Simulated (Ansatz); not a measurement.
# AlB2H2: a trial structure relaxed

The task: take a trial cell of AlB2H2 to zero force and stress.

Program: Ansatz 0.2.0. Level of theory: DFT PBE, scalar-relativistic, plane waves, PAW. These are calculated values, not measurements.

### 1 Starting point

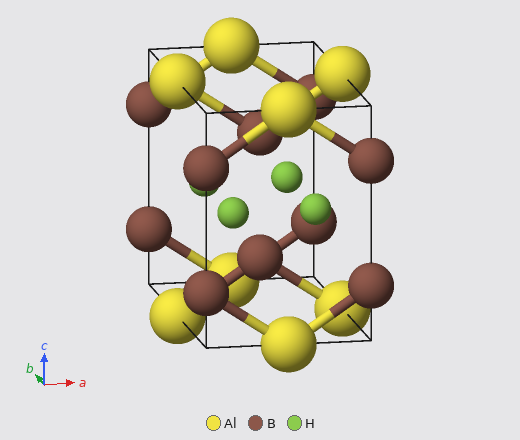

The starting structure, seen slightly off an axis (aluminium yellow, boron brown, hydrogen green). Atoms on the faces are drawn again on the opposite ones. The cell drawn here is the conventional one.

Structure file:

```cif
data_structure
_symmetry_space_group_name_H-M 'Cmmm'
_symmetry_Int_Tables_number 65
_cell_length_a 3.2050
_cell_length_b 5.5264
_cell_length_c 4.5910
_cell_angle_alpha 90.000
_cell_angle_beta 90.000
_cell_angle_gamma 90.000
_cell_volume 81.32
loop_
_atom_site_label
_atom_site_type_symbol
_atom_site_symmetry_multiplicity
_atom_site_Wyckoff_symbol
_atom_site_fract_x
_atom_site_fract_y
_atom_site_fract_z
_atom_site_occupancy
Al1 Al 2 b 0.50000 0.00000 0.00000 1
B1 B 4 k 0.00000 0.00000 0.76593 1
H1 H 4 f 0.25000 0.25000 0.50000 1
```

A structure generator made this guess: random cell by space group and Wyckoff sites (Cmmm, No. 65). Lengths come from tabulated atomic sizes and are only a guess.

### 2 A first look at the guess

File input.yaml:

```yaml
crystal:
  lattice:
    - [1.60248949, -2.76318432, 0.0]
    - [1.60248949, 2.76318432, 0.0]
    - [0.0, 0.0, 4.59098923]
  atoms:
    - { symbol: Al, position: [0.5, 0.5, 0.0] }
    - { symbol: B, position: [0.0, 0.0, 0.76593381] }
    - { symbol: B, position: [0.0, 0.0, 0.23406619] }
    - { symbol: H, position: [0.0, 0.5, 0.5] }
    - { symbol: H, position: [0.5, 0.0, 0.5] }
basis:
  ecutwfc: 420
kpoints:
  mp_grid: { grid: [6, 6, 4] }
hamiltonian:
  xc: pbe
scf:
  occupations: { method: gaussian, width: 0.1 }
  lower_state_search: "off"
output:
  forces: true
  stress: true
  eigenvalues: true
```

Run with:

```console
$ ansatz run input.yaml --threads 1 --pin off --max-ram 2048MiB --backend cpu --events-out ev --progress --plain --runs-dir out
```

Log, cut to the lines that bear on the results:

```text
[...]
SCF converged after 6 iterations
Free energy (F): -873.391999 eV
[...]
E sigma→0 (E₀):  -873.384891 eV
Entropy (-TS):   -0.014216 eV (-2.843 meV/atom)
Fermi energy:    6.352566 eV
[...]
--- Forces (eV/Å), atoms counted from 1 ---
  atom   1  Al     0.00000000    -0.00000000     0.00000000
  atom   2  B     -0.00000000     0.00000000    -3.35647268
  atom   3  B      0.00000000    -0.00000000     3.35647268
  atom   4  H     -0.00000000     0.00000000     0.00000000
  atom   5  H      0.00000000    -0.00000000     0.00000000
[...]
--- Stress (GPa, compression-positive) ---
       66.328933      -0.000000      -0.000000
       -0.000000     -13.721134       0.000000
       -0.000000       0.000000      -2.345300
  P = ⅓ Tr σ = 16.7542 GPa (167.542 kbar)
--- Band table (eV; the first three rows and the last of 39) ---
  k-point 0: bands = ["-6.4774", "-1.2594", "0.6272", "6.1937", "8.0032", "9.3076", "10.2391", "11.0336", "11.4581", "12.1287", "14.3863"]
[...]
```

Wall time 0.62 s (1 thread of AMD EPYC 9R45 (Zen 5), shared host); peak memory 0.32 GiB.

From the probe: pressure 16.8 GPa, largest force 3.36 eV/Å, gap on this mesh none (metal). A cheap, loose relaxation comes first.

### 3 Coarse relaxation

Edit input.yaml of step 2 so:

```diff
@@ -24 +24,6 @@
   eigenvalues: true
+relax:
+  adjacent_minimum: "off"
+  f_tol: 0.04
+  max_steps: 70
+  cell: { stress_tol: 0.4 }
```

Run with:

```console
$ ansatz run input.yaml --threads 1 --pin off --max-ram 2048MiB --backend cpu --events-out ev --progress --plain --runs-dir out
```

Log:

```text
Warning: RAYON_NUM_THREADS=1 ignored (pool sized by the plan → 1); use --threads N
Engine: ansatz 0.2.0, x86_64-unknown-linux-gnu
Pseudopotentials: kind: paw
Pseudopotential: Al, paw, valence charge 3, recommended cutoff 420 eV (normal), Al.paw.azcp
Pseudopotential: B, paw, valence charge 3, recommended cutoff 420 eV (normal), B.paw.azcp
Pseudopotential: H, paw, valence charge 1, recommended cutoff 420 eV (normal), H.paw.azcp
Functional definition: PBE
  parameter kappa = 0.804
  parameter beta = 0.06672455060314922
  exchange = pbe_x(kappa = kappa, mu = beta*pi^2/3)
  correlation = pbe_c(beta = beta)
Crystal: 5 atoms, lattice volume = 40.658 Å³
Basis set: ecut = 420 eV, 799 PW (Γ), exchange–correlation on 48×48×64 points (8 copies of the dense FFT grid, shifted against one another)
Bands: 11, of which v1, the nominal top of the filled ones, is band 6 counted from 1 (5 counted from 0)
Symmetry: 8 space group operations
Space group: Cmmm (ITA 65), of the structure as read, at distance tolerance 3.4e-5 Å
k-points: 39 of 144
Non-local potential: Al, projectors of the file, l = 0: 2, l = 1: 2, l = 2: 1
Non-local potential: B, projectors of the file, l = 0: 2, l = 1: 2, l = 2: 1
Non-local potential: H, projectors of the file, l = 0: 2, l = 1: 1
PAW form: soft (Blöchl's): semilocal exchange-correlation on the pseudo side does not see the compensation charge
PAW one-centre angular grid: Al, 110 points (default); XC on 64 Gauss nodes
PAW one-centre angular grid: B, 110 points (default); XC on 64 Gauss nodes
PAW one-centre angular grid: H, 110 points (default); XC on 64 Gauss nodes
Initial density: superposition of atomic densities (neutral atoms: chi_scale 0, normalization atom), corrected by the library's trained network
Initial wavefunctions: pseudopotential atomic-orbital guess
Functional: x = pbe(κ = 0.804, μ = 0.2195149727645171), c = pbe(β = 0.06672455060314922)
SCF iter   1: F=—  HF=-873.392133 eV  |F-HF|=—  |Δ(HF+E_count)|=         —  Δρ=5.43e-3  dr2=1.38e-2  ethr=1.77e-3  ⟨swp⟩=5.5  Hψ=2815  notcnv=0
preconditioner: auto → none  [metal: Δε(μ)=0.011 eV  Ē_g=9.226 eV  σ=0.100 eV  W_gap=0.06  n_scr=2 (ndim 8)  ℏωp=19.3 eV  f_vac=0.000  D(μ)=2.88/eV (n_scr^D=34)  sad-step TF]
SCF iter   2: F=—  HF=-873.392767 eV  |F-HF|=—  |Δ(HF+E_count)|=   6.34e-4  Δρ=3.48e-3  dr2=6.90e-3  ethr=1.26e-4  ⟨swp⟩=1.0  Hψ=741  notcnv=0
SCF iter   3: F=—  HF=-873.392079 eV  |F-HF|=—  |Δ(HF+E_count)|=   6.88e-4  Δρ=6.99e-4  dr2=4.51e-4  ethr=6.28e-5  ⟨swp⟩=2.5  Hψ=549  notcnv=0
SCF iter   4: F=—  HF=-873.391992 eV  |F-HF|=—  |Δ(HF+E_count)|=   8.70e-5  Δρ=1.90e-4  dr2=1.70e-5  ethr=4.10e-6  ⟨swp⟩=2.3  Hψ=536  notcnv=0
SCF iter   5: F=—  HF=-873.391998 eV  |F-HF|=—  |Δ(HF+E_count)|=   5.92e-6  Δρ=5.28e-5  dr2=5.99e-7  ethr=1.55e-7  ⟨swp⟩=2.3  Hψ=580  notcnv=0
SCF iter   6: F=-873.391999 eV  HF=-873.391999 eV  |F-HF|=5.74e-10  |Δ(HF+E_count)|=   7.46e-7  Δρ=1.10e-5  dr2=3.76e-8  ethr=9.09e-10  ⟨swp⟩=6.6  Hψ=2264  notcnv=0
SCF 1 converged in 6 iterations: F = -873.391999 eV  dr2 = 3.76e-8
relax step   1: F+E_penalty+E_count = -873.39199879 eV  Δ(F+E_penalty+E_count) = +0.000e0 eV  max|allowed force component| = 3.356e0 eV/Å  Δτ_max = 0.0000 Å  P = +16.754 GPa  Ω = 40.658 Å³  (6 SCF iters, dr2 threshold 1.00e-7 eV, accepted)
Crystal: 5 atoms, lattice volume = 39.874 Å³
Basis set: ecut = 420 eV, 791 PW (Γ), exchange–correlation on 48×48×64 points (8 copies of the dense FFT grid, shifted against one another)
Initial density: handed on by an earlier stage of this run
Initial wavefunctions: those handed on with the density
iter 1 solved again at ethr=1.29e-3 eV; its pass at ethr=3.10e-3 eV (dr2=1.42e-1 eV) is discarded
SCF iter   1: F=—  HF=-874.643355 eV  |F-HF|=—  |Δ(HF+E_count)|=         —  Δρ=1.32e-2  dr2=1.43e-1  ethr=1.29e-3  ⟨swp⟩=1.0  Hψ=3429  notcnv=0
preconditioner: auto → none  [metal: Δε(μ)=0.064 eV  Ē_g=9.514 eV  σ=0.100 eV  W_gap=0.33  n_scr=2 (ndim 8)  ℏωp=19.5 eV  f_vac=0.000  D(μ)=2.29/eV (n_scr^D=22)]
SCF iter   2: F=—  HF=-874.600592 eV  |F-HF|=—  |Δ(HF+E_count)|=   4.28e-2  Δρ=3.65e-3  dr2=6.07e-3  ethr=1.29e-3  ⟨swp⟩=2.2  Hψ=761  notcnv=0
SCF iter   3: F=—  HF=-874.599047 eV  |F-HF|=—  |Δ(HF+E_count)|=   1.55e-3  Δρ=1.73e-3  dr2=7.66e-4  ethr=5.52e-5  ⟨swp⟩=1.7  Hψ=641  notcnv=0
SCF iter   4: F=—  HF=-874.598965 eV  |F-HF|=—  |Δ(HF+E_count)|=   8.11e-5  Δρ=7.70e-4  dr2=1.66e-4  ethr=6.96e-6  ⟨swp⟩=1.0  Hψ=412  notcnv=0
SCF iter   5: F=—  HF=-874.598951 eV  |F-HF|=—  |Δ(HF+E_count)|=   1.46e-5  Δρ=1.66e-4  dr2=7.32e-6  ethr=1.51e-6  ⟨swp⟩=1.9  Hψ=573  notcnv=0
SCF iter   6: F=-874.598950 eV  HF=-874.598950 eV  |F-HF|=3.62e-8  |Δ(HF+E_count)|=   8.70e-7  Δρ=1.93e-5  dr2=1.10e-7  ethr=4.55e-9  ⟨swp⟩=3.8  Hψ=1713  notcnv=0
SCF 2 converged in 6 iterations: F = -874.598950 eV  dr2 = 1.10e-7
relax step   2: F+E_penalty+E_count = -874.59894997 eV  Δ(F+E_penalty+E_count) = -1.207e0 eV  max|allowed force component| = 2.723e0 eV/Å  Δτ_max = 0.0656 Å  P = +6.060 GPa  Ω = 39.874 Å³  energy of the carried Pulay correction = +1.009e-3 eV  (6 SCF iters, dr2 threshold 5.00e-7 eV, accepted)
Crystal: 5 atoms, lattice volume = 38.312 Å³
Basis set: ecut = 420 eV, 741 PW (Γ), exchange–correlation on 48×48×64 points (8 copies of the dense FFT grid, shifted against one another)
iter 1 solved again at ethr=2.25e-3 eV; its pass at ethr=3.10e-3 eV (dr2=2.48e-1 eV) is discarded
SCF iter   1: F=—  HF=-875.771849 eV  |F-HF|=—  |Δ(HF+E_count)|=         —  Δρ=1.91e-2  dr2=2.51e-1  ethr=2.25e-3  ⟨swp⟩=1.0  Hψ=3492  notcnv=0
preconditioner: auto → none  [insulator: Δε(μ)=0.136 eV  Ē_g=10.045 eV  σ=0.100 eV  W_gap=0.62  n_scr=6 (ndim 8)  ℏωp=19.9 eV  f_vac=0.000  D(μ)=1.08/eV (n_scr^D=6)  ε∞_Penn≈4.9]
SCF iter   2: F=—  HF=-875.686512 eV  |F-HF|=—  |Δ(HF+E_count)|=   8.53e-2  Δρ=4.28e-3  dr2=8.27e-3  ethr=2.25e-3  ⟨swp⟩=2.4  Hψ=780  notcnv=0
SCF iter   3: F=—  HF=-875.684451 eV  |F-HF|=—  |Δ(HF+E_count)|=   2.06e-3  Δρ=1.64e-3  dr2=8.35e-4  ethr=7.51e-5  ⟨swp⟩=1.4  Hψ=660  notcnv=0
SCF iter   4: F=—  HF=-875.684330 eV  |F-HF|=—  |Δ(HF+E_count)|=   1.22e-4  Δρ=2.56e-4  dr2=9.46e-6  ethr=7.59e-6  ⟨swp⟩=2.2  Hψ=600  notcnv=0
SCF iter   5: F=—  HF=-875.684328 eV  |F-HF|=—  |Δ(HF+E_count)|=   1.53e-6  Δρ=2.57e-5  dr2=1.39e-7  ethr=8.60e-8  ⟨swp⟩=2.1  Hψ=615  notcnv=0
SCF iter   6: F=-875.684328 eV  HF=-875.684328 eV  |F-HF|=1.86e-10  |Δ(HF+E_count)|=   5.91e-8  Δρ=1.76e-6  dr2=7.26e-10  ethr=1.26e-9  ⟨swp⟩=3.4  Hψ=1696  notcnv=0
SCF 3 converged in 6 iterations: F = -875.684328 eV  dr2 = 7.26e-10
relax step   3: F+E_penalty+E_count = -875.68432805 eV  Δ(F+E_penalty+E_count) = -1.085e0 eV  max|allowed force component| = 2.052e0 eV/Å  Δτ_max = 0.1140 Å  P = +0.681 GPa  Ω = 38.312 Å³  energy of the carried Pulay correction = +3.080e-3 eV  (6 SCF iters, dr2 threshold 5.00e-7 eV, accepted)
[... from here on, the SCF cycles and remarks between the steps are left out ...]
relax step   4: F+E_penalty+E_count = -875.86502908 eV  Δ(F+E_penalty+E_count) = -1.807e-1 eV  max|allowed force component| = 3.280e0 eV/Å  Δτ_max = 0.1845 Å  P = +15.357 GPa  Ω = 35.306 Å³  energy of the carried Pulay correction = +7.306e-3 eV  (6 SCF iters, dr2 threshold 5.00e-7 eV, accepted)
relax step   5: F+E_penalty+E_count = -876.18857937 eV  Δ(F+E_penalty+E_count) = -3.236e-1 eV  max|allowed force component| = 1.089e0 eV/Å  Δτ_max = 0.1013 Å  P = +4.202 GPa  Ω = 35.853 Å³  energy of the carried Pulay correction = +6.512e-3 eV  (6 SCF iters, dr2 threshold 5.00e-7 eV, accepted)
relax step   6: F+E_penalty+E_count = -876.33128810 eV  Δ(F+E_penalty+E_count) = -1.427e-1 eV  max|allowed force component| = 7.754e-1 eV/Å  Δτ_max = 0.0432 Å  P = +6.299 GPa  Ω = 35.289 Å³  energy of the carried Pulay correction = +7.331e-3 eV  (6 SCF iters, dr2 threshold 5.00e-7 eV, accepted)
relax step   7: F+E_penalty+E_count = -876.64333502 eV  Δ(F+E_penalty+E_count) = -3.120e-1 eV  max|allowed force component| = 9.468e-1 eV/Å  Δτ_max = 0.0909 Å  P = +8.755 GPa  Ω = 35.318 Å³  energy of the carried Pulay correction = +7.288e-3 eV  (6 SCF iters, dr2 threshold 5.00e-7 eV, accepted)
relax step   8: F+E_penalty+E_count = -876.89104631 eV  Δ(F+E_penalty+E_count) = -2.477e-1 eV  max|allowed force component| = 5.832e-1 eV/Å  Δτ_max = 0.0217 Å  P = +4.221 GPa  Ω = 35.882 Å³  energy of the carried Pulay correction = +6.470e-3 eV  (6 SCF iters, dr2 threshold 5.00e-7 eV, accepted)
relax step   9: F+E_penalty+E_count = -876.59568879 eV  Δ(F+E_penalty+E_count) = +2.954e-1 eV  max|allowed force component| = 2.399e0 eV/Å  Δτ_max = 0.0994 Å  P = -8.373 GPa  Ω = 38.975 Å³  energy of the carried Pulay correction = +2.190e-3 eV  (6 SCF iters, dr2 threshold 5.00e-7 eV, rejected (line search))
relax step  10: F+E_penalty+E_count = -876.95639004 eV  Δ(F+E_penalty+E_count) = -6.534e-2 eV  max|allowed force component| = 2.973e-1 eV/Å  Δτ_max = 0.0067 Å  P = +2.467 GPa  Ω = 36.246 Å³  energy of the carried Pulay correction = +5.949e-3 eV  (8 SCF iters, accepted)
relax step  11: F+E_penalty+E_count = -876.98179024 eV  Δ(F+E_penalty+E_count) = -2.540e-2 eV  max|allowed force component| = 3.272e-1 eV/Å  Δτ_max = 0.0041 Å  P = -0.667 GPa  Ω = 37.120 Å³  energy of the carried Pulay correction = +4.716e-3 eV  (5 SCF iters, dr2 threshold 5.00e-7 eV, accepted)
relax step  12: F+E_penalty+E_count = -877.00550633 eV  Δ(F+E_penalty+E_count) = -2.372e-2 eV  max|allowed force component| = 2.253e-1 eV/Å  Δτ_max = 0.0293 Å  P = -3.475 GPa  Ω = 38.289 Å³  energy of the carried Pulay correction = +3.110e-3 eV  (6 SCF iters, dr2 threshold 5.00e-7 eV, accepted)
relax step  13: F+E_penalty+E_count = -876.99861205 eV  Δ(F+E_penalty+E_count) = +6.894e-3 eV  max|allowed force component| = 1.968e-1 eV/Å  Δτ_max = 0.0092 Å  P = -1.952 GPa  Ω = 37.912 Å³  energy of the carried Pulay correction = +3.624e-3 eV  (6 SCF iters, dr2 threshold 5.00e-7 eV, rejected (line search))
relax step  14: F+E_penalty+E_count = -877.02025021 eV  Δ(F+E_penalty+E_count) = -1.474e-2 eV  max|allowed force component| = 9.059e-2 eV/Å  Δτ_max = 0.0007 Å  P = -0.401 GPa  Ω = 37.455 Å³  energy of the carried Pulay correction = +4.251e-3 eV  (6 SCF iters, accepted)
relax step  15: F+E_penalty+E_count = -877.02089453 eV  Δ(F+E_penalty+E_count) = -6.443e-4 eV  max|allowed force component| = 9.061e-3 eV/Å  Δτ_max = 0.0004 Å  P = +0.424 GPa  Ω = 37.215 Å³  energy of the carried Pulay correction = +4.584e-3 eV  (4 SCF iters, dr2 threshold 5.00e-7 eV, accepted)
relax step  16: F+E_penalty+E_count = -877.02112439 eV  Δ(F+E_penalty+E_count) = -2.299e-4 eV  max|allowed force component| = 3.061e-2 eV/Å  Δτ_max = 0.0018 Å  P = -0.045 GPa  Ω = 37.387 Å³  energy of the carried Pulay correction = +4.345e-3 eV  (4 SCF iters, dr2 threshold 5.00e-7 eV, accepted)
Basis set: ecut = 420 eV, 735 PW (Γ), exchange–correlation on 40×40×72 points (8 copies of the dense FFT grid, shifted against one another)
Initial wavefunctions: pseudopotential atomic-orbital guess (no wavefunctions were taken with the density)
iter 1 solved again at ethr=5.93e-8 eV; its pass at ethr=3.10e-3 eV (dr2=6.52e-6 eV) is discarded
SCF iter   1: F=—  HF=-877.021627 eV  |F-HF|=—  |Δ(HF+E_count)|=         —  Δρ=3.62e-4  dr2=4.08e-6  ethr=5.93e-8  ⟨swp⟩=3.1  Hψ=3808  notcnv=0
preconditioner: auto → none  [insulator: Δε(μ)=0.110 eV  Ē_g=10.754 eV  σ=0.100 eV  W_gap=0.53  n_scr=2 (ndim 8)  ℏωp=20.1 eV  f_vac=0.000  D(μ)=0.38/eV (n_scr^D=2)  ε∞_Penn≈4.5]
SCF iter   2: F=—  HF=-877.021666 eV  |F-HF|=—  |Δ(HF+E_count)|=   3.96e-5  Δρ=1.84e-4  dr2=1.06e-6  ethr=3.71e-8  ⟨swp⟩=2.0  Hψ=633  notcnv=0
SCF iter   3: F=—  HF=-877.021681 eV  |F-HF|=—  |Δ(HF+E_count)|=   1.41e-5  Δρ=5.88e-6  dr2=1.65e-8  ethr=9.60e-9  ⟨swp⟩=2.0  Hψ=633  notcnv=0
SCF iter   4: F=-877.021681 eV  HF=-877.021681 eV  |F-HF|=3.69e-10  |Δ(HF+E_count)|=   4.18e-9  Δρ=1.46e-6  dr2=1.29e-9  ethr=2.91e-11  ⟨swp⟩=4.2  Hψ=1295  notcnv=0
SCF 17 converged in 4 iterations: F = -877.021681 eV  dr2 = 1.29e-9
relax step  17: F+E_penalty+E_count = -877.02168058 eV  Δ(F+E_penalty+E_count) = -5.562e-4 eV  max|allowed force component| = 3.498e-2 eV/Å  Δτ_max = 0.0000 Å  P = +0.010 GPa  Ω = 37.387 Å³  stress off target by 3.54e-1 GPa  SCF on the basis re-selected at this cell (its energy is not comparable with the rows above)  (4 SCF iters)
basis re-selected at this cell: Δ(F+E_penalty+E_count) = -5.562e-4 eV, ΔP = +0.055 GPa vs the last step (what re-selecting the basis moved, of the pressure what is left beyond the Pulay correction that the steps carried, after the strain that the cell walked since its last selection, with what the two solves' SCF thresholds leave and, on support functions, any second-order correction that the steps lacked; it is no measure of the basis error at this ecutwfc). The dense FFT grid was sized anew with the basis: this SCF ran on 20×20×36 points, the steps before it on 24×24×32, so part of this shift can come from that change (see relax.cell in the input reference). This SCF's stress stands 3.54e-1 GPa from its target on what of the cell is left free (relax.cell.stress_tol is 4.00e-1 GPa) and its largest allowed force component is 3.50e-2 eV/Å (relax.f_tol is 4.00e-2 eV/Å): within both
SCF converged after 4 iterations
Free energy (F): -877.021681 eV
Harris-Foulkes:  -877.021681 eV  (|F-HF|=3.69e-10)
Internal energy: -877.019803 eV  (E = F + TS)
E sigma→0 (E₀):  -877.020742 eV
Entropy (-TS):   -0.001878 eV (-0.376 meV/atom)
Fermi energy:    7.758734 eV
--- Per-component energies (eV) ---
  E_band       = 20.933694
  E_kinetic    = 141.542906
  E_local      = -72.238880  (includes V_loc(G=0)·N_el)
  E_nonlocal   = 37.765677
  E_hartree    = 25.333556
  E_xc         = -120.702511
  E_vxc        = -127.002535  (∫ρ·V_xc dr)
  E_paw        = -625.114063  (= ΣΔE_a)
  E_vpaw       = -9.798377  (= ΣTr[D̂ρ^β])
  E_aug_tail   = -0.001928  (compensation charges beyond the density's cutoff)
  E_ewald      = -263.604560
  E_smearing   = -0.001878  (= −TS)
  E_closure    = -0.000000  (closes the sum)
  Σ components = -877.021681   (vs F -877.021681, Δ=0.00e0)
--- Forces (eV/Å), atoms counted from 1 ---
  atom   1  Al     0.00000000    -0.00000000     0.00000000
  atom   2  B     -0.00000000    -0.00000000     0.03498329
  atom   3  B      0.00000000     0.00000000    -0.03498329
  atom   4  H      0.00000000     0.00000000    -0.00000000
  atom   5  H      0.00000000     0.00000000     0.00000000
  max |Σ_I F_I| component: 1.77e-30 eV/Å
--- Stress (GPa, compression-positive) ---
       -0.098309      -0.000000      -0.000000
       -0.000000      -0.226403      -0.000000
       -0.000000      -0.000000       0.353820
  P = ⅓ Tr σ = 0.0097 GPa (0.097 kbar)
--- Band table (eV; the first three rows and the last of 39) ---
  k-point 0: bands = ["-7.1862", "-0.8902", "0.6558", "8.7074", "9.5042", "9.8373", "12.8188", "13.0937", "14.8584", "15.3931", "17.3843"]
  k-point 1: bands = ["-7.0520", "-2.1999", "2.5680", "8.8313", "9.5786", "9.8866", "11.2565", "12.5779", "14.4944", "14.5110", "16.9311"]
  k-point 2: bands = ["-6.8959", "-2.9418", "4.2896", "8.9760", "9.3001", "9.6588", "9.9382", "12.1159", "14.1945", "14.2955", "16.9433"]
  k-point 38: bands = ["-2.1049", "-0.4549", "2.5891", "3.4291", "3.5834", "7.3744", "8.4591", "12.2503", "12.3974", "12.9596", "13.5271"]
--- Relaxed structure (16 steps of the walk, 14 accepted, 1 SCFs on fresh bases) ---
  F+E_penalty+E_count = -877.02168058 eV   max|allowed force component| = 3.498e-2 eV/Å   (the final SCF, on the basis selected at the relaxed cell)
  cell:  # Å, volume = 37.3869 Å³
    - [1.6212893720885022, -2.361033516649434, -1.1818997240673742e-32]
    - [1.6212893720885022, 2.361033516649434, -1.0619576359131143e-32]
    - [-3.214225440357383e-32, 9.964098865107886e-34, 4.88345123512289]
  atoms:
    - { symbol: Al, position: [0.49999999999999994, 0.49999999999999994, -1.2185790316099705e-18] }
    - { symbol: B, position: [-1.6942971981176728e-34, -2.234439747238516e-34, 0.6673830931733226] }
    - { symbol: B, position: [2.5136651768749e-34, -4.996442895165661e-34, 0.33261690682667766] }
    - { symbol: H, position: [-2.7755575615628907e-17, 0.5, 0.5] }
    - { symbol: H, position: [0.5, -2.7755575615628907e-17, 0.5] }
```

Run time: 10 s. Hardware: 1 thread of AMD EPYC 9R45 (Zen 5), shared host; peak memory 0.35 GiB.

The steps of the relaxation:

| step | E - E(step 1) (eV/cell) | largest force component (eV/Å) | pressure (GPa) | volume (Å³) |
| --- | --- | --- | --- | --- |
| 1 | 0.0000 | 3.3565 | 16.75 | 40.66 |
| 2 | -1.2070 | 2.7234 | 6.06 | 39.87 |
| 3 | -2.2923 | 2.0517 | 0.68 | 38.31 |
| 4 | -2.4730 | 3.2803 | 15.36 | 35.31 |
| 5 | -2.7966 | 1.0889 | 4.20 | 35.85 |
| 6 | -2.9393 | 0.7754 | 6.30 | 35.29 |
| 7 | -3.2513 | 0.9468 | 8.76 | 35.32 |
| 8 | -3.4990 | 0.5832 | 4.22 | 35.88 |
| 9 | -3.2037 | 2.3993 | -8.37 | 38.98 |
| 10 | -3.5644 | 0.2973 | 2.47 | 36.25 |
| 11 | -3.5898 | 0.3272 | -0.67 | 37.12 |
| 12 | -3.6135 | 0.2253 | -3.47 | 38.29 |
| 13 | -3.6066 | 0.1968 | -1.95 | 37.91 |
| 14 | -3.6283 | 0.0906 | -0.40 | 37.46 |
| 15 | -3.6289 | 0.0091 | 0.42 | 37.22 |
| 16 | -3.6291 | 0.0306 | -0.05 | 37.39 |
| 17 | -3.6297 | 0.0350 | 0.01 | 37.39 |

Step 1 is the start. Step 17 repeats the geometry before it on a plane-wave basis chosen anew for that cell, so its energy need not be comparable with the rows above. Steps 9, 13 were tried and not accepted.

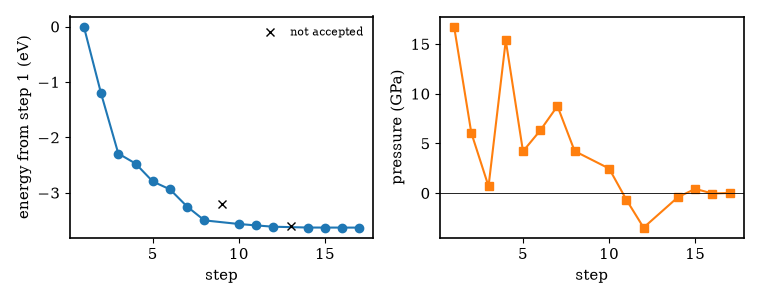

Energy and pressure along the relaxation.

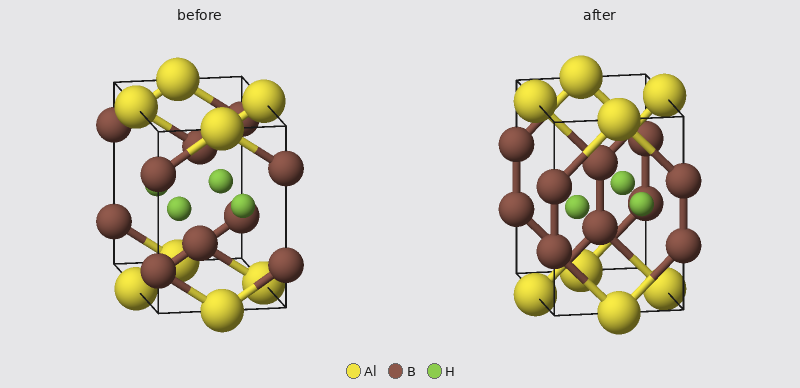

Before and after, at one scale.

Lengths and angles in the start's conventional setting:

|  | before | after | change |
| --- | --- | --- | --- |
| a (Å) | 3.205 | 3.243 | +1.2 % |
| b (Å) | 5.526 | 4.722 | -14.6 % |
| c (Å) | 4.591 | 4.883 | +6.4 % |
| volume (Å³/atom) | 8.13 | 7.48 | -8.0 % |
| shortest distance (Å) | 1.602 | 1.621 | +1.2 % |
| space group (0.01 Å) | Cmmm | Cmmm | same |

The run keeps the 8 symmetry operations of the start, so it could not have lowered the symmetry.

(Part 1 of 2 ends here.)
